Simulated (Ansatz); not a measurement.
```
Ti Al
1.0
     3.82221    0.00000    0.00000
     0.00000    3.82221    0.00000
     0.00000    0.00000    8.56134
Ti Al
2 6
Direct
  0.00000 0.00000 0.00000
  0.50000 0.50000 0.50000
  0.50000 0.00000 0.25000
  0.00000 0.50000 0.75000
  0.00000 0.50000 0.25000
  0.50000 0.00000 0.75000
  0.00000 0.00000 0.50000
  0.50000 0.50000 0.00000
```

Space group I4/mmm; a structure from a database of computed crystals, not necessarily the ambient phase.

Level of theory: Kohn-Sham DFT of a periodic cell, HSE06, Ansatz PAW in Ansatz 0.2.0.

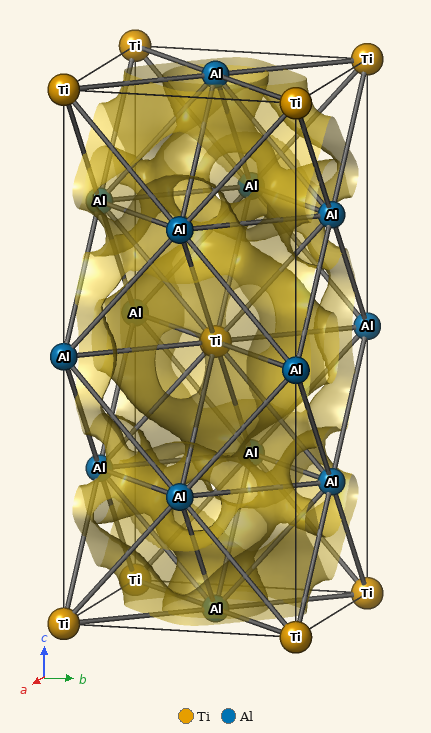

TiAl3. Isosurface of the ELF at 0.55 (yellow), seen slightly off an axis. Core shells and regions of very low density are left out. Sticks mark near contacts.

Core electrons are frozen (PAW), and the valence fields are smoothed inside the atomic spheres.

Question: Describe the localisation domains.

Answer: The surface consists of one network that runs through the whole crystal, counted in one cell of 8 atoms. Any copies at cell faces, edges or corners count once.

Values along the shortest contacts:
Ti–Al (2.70 Å): the ELF is about 0.40 at the midpoint. Al–Al (2.70 Å): the ELF peaks at about 0.70 between the atoms.
